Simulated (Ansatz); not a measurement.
# CCl2F2: geometry relaxation (part 2 of 2)

The same run, continued: CCl2F2 (I4/mmm, 5 atoms in the cell); DFT, r2SCAN+rVV10, plane waves, PAW, no spin polarisation (Ansatz 0.2.0); cutoff 500 eV, 10×10×10 k-mesh, Fermi–Dirac smearing of 0.03 eV. The structure was built on a prototype by a generator; it need not be a known phase. The geometry comes from this level: PBEsol.

Geometry of the input (Å; fractional positions):
```
-1.6261  1.6261  7.7590
1.6261  -1.6261  7.7590
1.6261  1.6261  -7.7590
C  0.0000  0.0000  0.0000
Cl 0.7500  0.2500  0.5000
Cl 0.2500  0.7500  0.5000
F  0.5743  0.5743  0.0000
F  0.4257  0.4257  0.0000
```

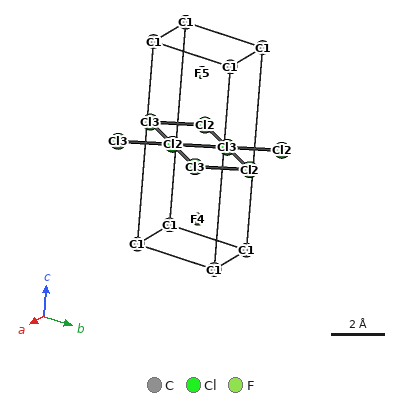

**Figure 1.** The geometry at step 2 of the log (ball-and-stick view of the reduced cell, seen slightly off an axis; neighbours outside the cell are drawn fainter; atoms are numbered from 1 in the order of the input).

**Output, continued**
```
SCF iter   1: F=—  HF=-4023.120619 eV  |F-HF|=—  |Δ(HF+E_count)|=         —  Δρ=2.33e-3  dr2=1.32e-3  dr2_τ=2.95e-2  ethr=4.27e-6  ⟨swp⟩=2.0  Hψ=11842  notcnv=0
preconditioner: auto → LDOS  [insulator: Δε(μ)=0.071 eV  Ē_g=10.162 eV  σ=0.030 eV  W_gap=0.52  n_scr=20 (ndim 8)  ℏωp=23.4 eV  f_vac=0.039  D(μ)=1.78/eV (n_scr^D=12)  ε∞_Penn≈6.3  β→1.0]
SCF iter   2: F=—  HF=-4023.133075 eV  |F-HF|=—  |Δ(HF+E_count)|=   1.25e-2  Δρ=1.73e-3  dr2=1.87e-3  dr2_τ=1.63e-4  ethr=4.14e-6  ⟨swp⟩=2.0  Hψ=4284  notcnv=0
SCF iter   3: F=—  HF=-4023.132744 eV  |F-HF|=—  |Δ(HF+E_count)|=   3.31e-4  Δρ=3.36e-4  dr2=6.76e-5  dr2_τ=1.26e-5  ethr=4.14e-6  ⟨swp⟩=2.0  Hψ=2888  notcnv=0
SCF iter   4: F=—  HF=-4023.132748 eV  |F-HF|=—  |Δ(HF+E_count)|=   4.03e-6  Δρ=1.05e-4  dr2=3.72e-6  dr2_τ=3.41e-7  ethr=2.11e-7  ⟨swp⟩=1.0  Hψ=2172  notcnv=0
SCF iter   5: F=—  HF=-4023.132749 eV  |F-HF|=—  |Δ(HF+E_count)|=   1.21e-6  Δρ=2.90e-5  dr2=6.06e-7  dr2_τ=2.05e-8  ethr=1.16e-8  ⟨swp⟩=2.1  Hψ=3049  notcnv=0
SCF iter   6: F=-4023.132749 eV  HF=-4023.132749 eV  |F-HF|=1.75e-8  |Δ(HF+E_count)|=   4.22e-8  Δρ=5.76e-6  dr2=3.09e-8  dr2_τ=1.22e-9  ethr=1.56e-9  ⟨swp⟩=7.2  Hψ=12245  notcnv=0
SCF 3 converged in 6 iterations: F = -4023.132749 eV  dr2 = 3.09e-8
relax step   3: F+E_penalty+E_count = -4023.13274899 eV  Δ(F+E_penalty+E_count) = -9.459e-4 eV  max|allowed force component| = 6.350e-2 eV/Å  Δτ_max = 0.0162 Å  P = -0.007 GPa  Ω = 80.368 Å³  energy of the carried Pulay correction = +4.984e-4 eV  (6 SCF iters, dr2 threshold 5.00e-7 eV, accepted)
Crystal: 5 atoms, lattice volume = 80.323 Å³
rVV10 density: all electrons in the spheres
iter 1 solved again at ethr=4.80e-7 eV; its pass at ethr=3.10e-3 eV (dr2=1.54e-4 eV) is discarded
SCF iter   1: F=—  HF=-4023.132502 eV  |F-HF|=—  |Δ(HF+E_count)|=         —  Δρ=6.83e-4  dr2=1.46e-4  dr2_τ=2.51e-3  ethr=4.80e-7  ⟨swp⟩=2.0  Hψ=11962  notcnv=0
preconditioner: auto → LDOS  [insulator: Δε(μ)=0.069 eV  Ē_g=10.165 eV  σ=0.030 eV  W_gap=0.52  n_scr=20 (ndim 8)  ℏωp=23.4 eV  f_vac=0.039  D(μ)=1.74/eV (n_scr^D=12)  ε∞_Penn≈6.3  β→1.0]
SCF iter   2: F=—  HF=-4023.133167 eV  |F-HF|=—  |Δ(HF+E_count)|=   6.65e-4  Δρ=4.90e-4  dr2=1.74e-4  dr2_τ=1.58e-5  ethr=4.56e-7  ⟨swp⟩=2.0  Hψ=3839  notcnv=0
SCF iter   3: F=—  HF=-4023.133137 eV  |F-HF|=—  |Δ(HF+E_count)|=   3.01e-5  Δρ=1.09e-4  dr2=6.86e-6  dr2_τ=1.16e-6  ethr=4.56e-7  ⟨swp⟩=2.0  Hψ=2825  notcnv=0
SCF iter   4: F=—  HF=-4023.133137 eV  |F-HF|=—  |Δ(HF+E_count)|=   1.79e-7  Δρ=3.02e-5  dr2=2.98e-7  dr2_τ=3.39e-8  ethr=2.14e-8  ⟨swp⟩=1.8  Hψ=3387  notcnv=0
SCF iter   5: F=-4023.133137 eV  HF=-4023.133137 eV  |F-HF|=5.65e-8  |Δ(HF+E_count)|=   9.41e-8  Δρ=9.23e-6  dr2=6.90e-8  dr2_τ=2.25e-9  ethr=7.88e-10  ⟨swp⟩=7.3  Hψ=12364  notcnv=0
SCF 4 converged in 5 iterations: F = -4023.133137 eV  dr2 = 6.90e-8
relax step   4: F+E_penalty+E_count = -4023.13313668 eV  Δ(F+E_penalty+E_count) = -3.877e-4 eV  max|allowed force component| = 2.745e-3 eV/Å  Δτ_max = 0.0048 Å  P = +0.030 GPa  Ω = 80.323 Å³  energy of the carried Pulay correction = +5.116e-4 eV  (5 SCF iters, dr2 threshold 2.52e-7 eV, accepted)
Basis set: ecut = 500 eV, 2035 PW (Γ), FFT grids on a1−a2, a2, a1+a3, exchange–correlation on 160×256×108 points (64 copies of the dense FFT grid, shifted against one another)
rVV10 density: all electrons in the spheres
Initial wavefunctions: pseudopotential atomic-orbital guess (no wavefunctions were taken with the density)
iter 1 solved again at ethr=6.24e-8 eV; its pass at ethr=3.10e-3 eV (dr2=2.00e-5 eV) is discarded
SCF iter   1: F=—  HF=-4023.132581 eV  |F-HF|=—  |Δ(HF+E_count)|=         —  Δρ=9.79e-5  dr2=7.38e-7  dr2_τ=3.83e-6  ethr=6.24e-8  ⟨swp⟩=3.0  Hψ=18410  notcnv=0
preconditioner: auto → LDOS  [insulator: Δε(μ)=0.069 eV  Ē_g=10.167 eV  σ=0.030 eV  W_gap=0.52  n_scr=20 (ndim 8)  ℏωp=23.4 eV  f_vac=0.040  D(μ)=1.75/eV (n_scr^D=12)  ε∞_Penn≈6.3  β→1.0]
SCF iter   2: F=—  HF=-4023.132597 eV  |F-HF|=—  |Δ(HF+E_count)|=   1.60e-5  Δρ=1.61e-5  dr2=1.40e-7  dr2_τ=8.30e-9  ethr=2.31e-9  ⟨swp⟩=2.0  Hψ=3766  notcnv=0
SCF iter   3: F=—  HF=-4023.132597 eV  |F-HF|=—  |Δ(HF+E_count)|=   3.21e-9  Δρ=1.28e-5  dr2=1.14e-7  dr2_τ=1.49e-8  ethr=4.37e-10  ⟨swp⟩=2.0  Hψ=3712  notcnv=0
SCF iter   4: F=—  HF=-4023.132597 eV  |F-HF|=—  |Δ(HF+E_count)|=   1.32e-8  Δρ=4.49e-6  dr2=1.32e-8  dr2_τ=5.88e-10  ethr=3.56e-10  ⟨swp⟩=1.0  Hψ=2142  notcnv=0
SCF iter   5: F=—  HF=-4023.132597 eV  |F-HF|=—  |Δ(HF+E_count)|=   1.64e-9  Δρ=1.16e-6  dr2=9.85e-10  dr2_τ=3.68e-11  ethr=4.13e-11  ⟨swp⟩=1.0  Hψ=2142  notcnv=0
SCF iter   6: F=-4023.132597 eV  HF=-4023.132597 eV  |F-HF|=1.55e-11  |Δ(HF+E_count)|=  9.37e-11  Δρ=1.57e-7  dr2=1.84e-11  dr2_τ=4.64e-13  ethr=1.00e-12  ⟨swp⟩=5.1  Hψ=10555  notcnv=0
SCF 5 converged in 6 iterations: F = -4023.132597 eV  dr2 = 1.84e-11
relax step   5: F+E_penalty+E_count = -4023.13259678 eV  Δ(F+E_penalty+E_count) = +5.399e-4 eV  max|allowed force component| = 3.333e-3 eV/Å  Δτ_max = 0.0000 Å  P = +0.035 GPa  Ω = 80.323 Å³  stress off target by 4.29e-2 GPa  SCF on the basis re-selected at this cell (its energy is not comparable with the rows above)  (6 SCF iters)
basis re-selected at this cell: Δ(F+E_penalty+E_count) = +5.399e-4 eV, ΔP = +0.005 GPa vs the last step (what re-selecting the basis moved, of the pressure what is left beyond the Pulay correction that the steps carried, after the strain that the cell walked since its last selection, with what the two solves' SCF thresholds leave and, on support functions, any second-order correction that the steps lacked; it is no measure of the basis error at this ecutwfc). The dense FFT grid was sized anew with the basis: this SCF ran on 40×64×27 points, the steps before it on 40×72×27, so part of this shift can come from that change (see relax.cell in the input reference). This SCF's stress stands 4.29e-2 GPa from its target on what of the cell is left free (relax.cell.stress_tol is 5.00e-2 GPa) and its largest allowed force component is 3.33e-3 eV/Å (relax.f_tol is 1.00e-2 eV/Å): within both
SCF converged after 6 iterations
Free energy (F): -4023.132597 eV
Harris-Foulkes:  -4023.132597 eV  (|F-HF|=1.55e-11)
Internal energy: -4023.126975 eV  (E = F + TS)
E sigma→0 (E₀):  -4023.129786 eV
Entropy (-TS):   -0.005622 eV (-1.124 meV/atom)
Fermi energy:    2.418237 eV
--- Per-component energies (eV) ---
  E_band       = -170.812559
  E_kinetic    = 792.431435
  E_local      = -1777.180115  (includes V_loc(G=0)·N_el)
  E_nonlocal   = 232.343035
  E_hartree    = 612.695158
  E_xc         = -401.391336
  E_vxc        = -552.236472  (∫ρ·V_xc dr)
  E_paw        = -1832.327872  (= ΣΔE_a)
  E_vpaw       = -126.135221  (= ΣTr[D̂ρ^β])
  E_aug_tail   = 0.001338  (compensation charges beyond the density's cutoff)
  E_vtau       = 34.573289  (kinetic-family band-sum trace: ∫τ·v_τ [+ j·A + Jᵃ·Aᵃ] dr)
  E_ewald      = -1649.338247
  E_core_change = -0.360370  (= ΣΔE_core)
  E_smearing   = -0.005622  (= −TS)
  E_closure    = 0.000000  (closes the sum)
  Σ components = -4023.132597   (vs F -4023.132597, Δ=0.00e0)
--- Forces (eV/Å), atoms counted from 1 ---
  atom   1  C     -0.00000000     0.00000000     0.00000000
  atom   2  Cl     0.00000000    -0.00000000     0.00000000
  atom   3  Cl     0.00000000    -0.00000000     0.00000000
  atom   4  F      0.00000000    -0.00000000     0.00333281
  atom   5  F      0.00000000    -0.00000000    -0.00333281
  max |Σ_I F_I| component: 9.22e-19 eV/Å
--- Stress (GPa, compression-positive) ---
        0.042890       0.000000       0.000000
        0.000000       0.042890       0.000000
        0.000000       0.000000       0.020323
  P = ⅓ Tr σ = 0.0354 GPa (0.354 kbar)
--- Band table (eV; the first three rows and the last of 102) ---
  k-point 0: bands = ["-19.9048", "-19.4073", "-17.9681", "-10.2409", "-7.5516", "-4.6976", "-4.6976", "-3.6713", "-0.4260", "-0.2337", "-0.2337", "0.5791", "0.5791", "1.2907", "1.8749", "2.1035", "3.6716", "3.6716", "4.4775", "4.4775", "7.0823"]
  k-point 1: bands = ["-19.8835", "-19.3954", "-17.7400", "-10.9604", "-7.5423", "-5.0517", "-3.5559", "-3.4786", "-0.6240", "-0.3776", "0.1040", "0.3039", "0.5261", "1.3781", "1.5750", "2.3577", "2.6756", "3.3740", "3.6116", "4.6220", "7.9249"]
  k-point 2: bands = ["-19.8312", "-19.3651", "-17.0708", "-12.2299", "-7.4730", "-5.8374", "-2.9288", "-1.0513", "-0.7948", "-0.7523", "-0.5109", "-0.0128", "0.3447", "0.3905", "0.9067", "1.4340", "2.7203", "2.8538", "3.4897", "5.0264", "10.1692"]
  k-point 101: bands = ["-19.8900", "-19.4307", "-17.9581", "-10.2409", "-7.5518", "-4.6981", "-4.6981", "-3.7428", "-0.2185", "-0.2185", "-0.0419", "0.5608", "0.5608", "1.0767", "1.8754", "1.9147", "3.6760", "3.6760", "4.4755", "4.4755", "7.0541"]
--- Relaxed structure (4 steps of the walk, 4 accepted, 1 SCFs on fresh bases) ---
  F+E_penalty+E_count = -4023.13259678 eV   max|allowed force component| = 3.333e-3 eV/Å   (the final SCF, on the basis selected at the relaxed cell)
  cell:  # Å, volume = 80.3233 Å³
    - [-1.6365632141834938, 1.6365632141834938, 7.497488453176584]
    - [1.6365632141834938, -1.6365632141834938, 7.497488453176584]
    - [1.6365632141834938, 1.6365632141834938, -7.497488453176584]
  atoms:
    - { symbol: C, position: [4.471516968817282e-20, 4.4715169688172336e-20, -5.489799910062001e-34] }
    - { symbol: Cl, position: [0.7499999999999999, 0.25, 0.5] }
    - { symbol: Cl, position: [0.25, 0.7499999999999999, 0.5] }
    - { symbol: F, position: [0.5769980144808301, 0.5769980144808301, -4.2370211405593596e-34] }
    - { symbol: F, position: [0.4230019855191698, 0.4230019855191698, -3.3777807903798083e-34] }
```

**File rho_z.tsv**
```
# z_ang	rho[e/angstrom^3]
# format = ansatz-planar-average/11
# lattice	-1.636563214	1.636563214	7.497488453
# lattice	1.636563214	-1.636563214	7.497488453
# lattice	1.636563214	1.636563214	-7.497488453
# sites	5
# site	6	-0.000000000	-0.000000000	0.000000000
# site	17	0.000000000	1.636563214	3.748744227
# site	17	1.636563214	0.000000000	3.748744227
# site	9	-0.000000000	-0.000000000	8.652071902
# site	9	-0.000000000	0.000000000	6.342905004
0.000000	6.455223e-1
0.290615	6.276537e-1
0.581229	5.789353e-1
0.871844	5.119374e-1
1.162458	4.421826e-1
1.453073	3.832821e-1
1.743687	3.430461e-1
2.034302	3.215992e-1
2.324916	3.131191e-1
2.615531	3.104628e-1
2.906145	3.089377e-1
3.196760	3.068937e-1
3.487374	3.045452e-1
3.777989	3.029112e-1
4.068603	3.029112e-1
4.359218	3.045452e-1
4.649833	3.068937e-1
4.940447	3.089377e-1
5.231062	3.104628e-1
5.521676	3.131191e-1
5.812291	3.215992e-1
6.102905	3.430461e-1
6.393520	3.832821e-1
6.684134	4.421826e-1
6.974749	5.119374e-1
7.265363	5.789353e-1
7.555978	6.276537e-1
```

**File v_z.tsv**
```
# z_ang	v_es[eV]	v_tot[eV]
# format = ansatz-planar-average/11
# xc	r2scan
# density_cutoff_ev	2500
# datasets	C=:simpson_from_first_knot:soft:shift=0	Cl=:simpson_from_first_knot:soft:shift=0	F=:simpson_from_first_knot:soft:shift=0
# lattice	-1.636563214	1.636563214	7.497488453
# lattice	1.636563214	-1.636563214	7.497488453
# lattice	1.636563214	1.636563214	-7.497488453
# sites	5
# site	6	-0.000000000	-0.000000000	0.000000000
# site	17	0.000000000	1.636563214	3.748744227
# site	17	1.636563214	0.000000000	3.748744227
# site	9	-0.000000000	-0.000000000	8.652071902
# site	9	-0.000000000	0.000000000	6.342905004
0.000000	1.279523e0	-9.028537e0
0.290615	1.367494e0	-8.921032e0
0.581229	1.627124e0	-8.604609e0
0.871844	2.021189e0	-8.138354e0
1.162458	2.447482e0	-7.648558e0
1.453073	2.804157e0	-7.225272e0
1.743687	3.057164e0	-6.887347e0
2.034302	3.179770e0	-6.666377e0
2.324916	3.099195e0	-6.636837e0
2.615531	2.783371e0	-6.836969e0
2.906145	2.383773e0	-7.132689e0
3.196760	2.069002e0	-7.369343e0
3.487374	1.852122e0	-7.546391e0
3.777989	1.738152e0	-7.653838e0
4.068603	1.738152e0	-7.653838e0
4.359218	1.852122e0	-7.546391e0
4.649833	2.069002e0	-7.369343e0
4.940447	2.383773e0	-7.132689e0
5.231062	2.783371e0	-6.836969e0
5.521676	3.099195e0	-6.636837e0
5.812291	3.179770e0	-6.666377e0
6.102905	3.057164e0	-6.887347e0
6.393520	2.804157e0	-7.225272e0
6.684134	2.447482e0	-7.648558e0
6.974749	2.021189e0	-8.138354e0
7.265363	1.627124e0	-8.604609e0
7.555978	1.367494e0	-8.921032e0
```

**Trajectory as extended XYZ (Å, eV, eV/Å), 5 frames, from step=1 to step=5**
```
5
Lattice="-1.6261 1.6261 7.7590 1.6261 -1.6261 7.7590 1.6261 1.6261 -7.7590" Properties=species:S:1:pos:R:3:forces:R:3 step=1 energy=-4023.11221 pressure_GPa=0.60
C     0.0000    0.0000    0.0000    0.0000   0.0000   0.0000
Cl    0.0000    1.6261    3.8795    0.0000   0.0000   0.0000
Cl    1.6261    0.0000    3.8795    0.0000   0.0000   0.0000
F     0.0000    0.0000    8.9125    0.0000   0.0000   0.0831
F     0.0000    0.0000    6.6055    0.0000   0.0000  -0.0831
5
Lattice="-1.6335 1.6335 7.4749 1.6335 -1.6335 7.4749 1.6335 1.6335 -7.4749" Properties=species:S:1:pos:R:3:forces:R:3 step=2 energy=-4023.13180 pressure_GPa=0.32
C     0.0000    0.0000    0.0000    0.0000   0.0000   0.0000
Cl    0.0000    1.6335    3.7375    0.0000   0.0000   0.0000
Cl    1.6335    0.0000    3.7375    0.0000   0.0000   0.0000
F     0.0000    0.0000    8.6371    0.0000   0.0000  -0.0978
F     0.0000    0.0000    6.3128    0.0000   0.0000   0.0978
5
Lattice="-1.6375 1.6375 7.4928 1.6375 -1.6375 7.4928 1.6375 1.6375 -7.4928" Properties=species:S:1:pos:R:3:forces:R:3 step=3 energy=-4023.13275 pressure_GPa=-0.01
C     0.0000    0.0000    0.0000    0.0000   0.0000   0.0000
Cl    0.0000    1.6375    3.7464    0.0000   0.0000   0.0000
Cl    1.6375    0.0000    3.7464    0.0000   0.0000   0.0000
F     0.0000    0.0000    8.6420    0.0000   0.0000   0.0635
F     0.0000    0.0000    6.3435    0.0000   0.0000  -0.0635
5
Lattice="-1.6366 1.6366 7.4975 1.6366 -1.6366 7.4975 1.6366 1.6366 -7.4975" Properties=species:S:1:pos:R:3:forces:R:3 step=4 energy=-4023.13314 pressure_GPa=0.03
C     0.0000    0.0000    0.0000    0.0000   0.0000   0.0000
Cl    0.0000    1.6366    3.7487    0.0000   0.0000   0.0000
Cl    1.6366    0.0000    3.7487    0.0000   0.0000   0.0000
F     0.0000    0.0000    8.6521    0.0000   0.0000   0.0027
F     0.0000    0.0000    6.3429    0.0000   0.0000  -0.0027
5
Lattice="-1.6366 1.6366 7.4975 1.6366 -1.6366 7.4975 1.6366 1.6366 -7.4975" Properties=species:S:1:pos:R:3:forces:R:3 step=5 energy=-4023.13260 pressure_GPa=0.04
C     0.0000    0.0000    0.0000    0.0000   0.0000   0.0000
Cl    0.0000    1.6366    3.7487    0.0000   0.0000   0.0000
Cl    1.6366    0.0000    3.7487    0.0000   0.0000   0.0000
F     0.0000    0.0000    8.6521    0.0000   0.0000   0.0033
F     0.0000    0.0000    6.3429    0.0000   0.0000  -0.0033
```

**Results in brief**

- outcome: converged
- space group (tolerance 0.01 Å): I4/mmm (139)
- electrons treated: 32
- free energy: −4023.1326 eV
- Fermi energy: 2.418 eV
- band gap: none (metallic)
- pressure: 0.04 GPa
- final volume: 80.32 Å³
- largest force (length of the vector) at the end: 0.003 eV/Å
- final cell: a = 7.847 Å, b = 7.847 Å, c = 7.847 Å, α = 155.92°, β = 155.92°, γ = 34.31°
- hardware: 2 threads of Arm Neoverse V1, 24 GiB of memory available, shared host
- wall time: 2.1 min (CPU time 4.1 min)
- peak memory: 0.87 GiB
